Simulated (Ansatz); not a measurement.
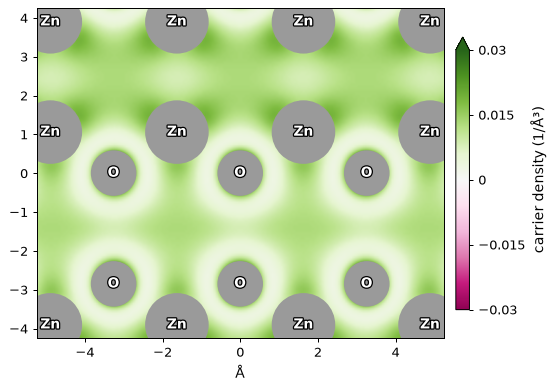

Figure. ZnO. Where the extra electron sits when 0.5 electron is added to the 8-atom cell of the calculation (uniform compensating background, atoms fixed); the change of density for each carrier, counted positive where the carrier is: a map on the (11̄0) plane of the conventional cell, with grey discs over the atomic cores. Cores are masked to 0.8 Å (Zn) and 0.6 Å (O).

Space group P4_2/mnm; the calculation finds a residual pressure of about 5 GPa at this fixed cell. This isn't the usual form at ambient conditions. The cell comes from a database of computed structures, not from a measurement.

Theory: Ansatz, DFT PBE, scalar-relativistic, plane waves, PAW.

In a PAW calculation such maps are meaningful between the atoms, not at the nuclei.

### Describe the change of density.

Summed over atomic cells sized by the Bader volumes, the added electron divides as O about 50 % and Zn about 50 %; these cells fill 45 % (Zn) and 55 % (O) of the volume, so no element is strongly preferred.
Over the whole cell, outside the cores, it is densest at the edge of the masked core of Zn.
The counter-flow of charge adds up to under 0.1 e for each carrier.
These are shares of the net change, screening included; the states that take the carrier can be more concentrated.
This is very heavy doping, far beyond the dilute limit.

Run times: 75 s (electron) and 76 s (base cell), on 2 threads of Arm Neoverse N1 (shared host).
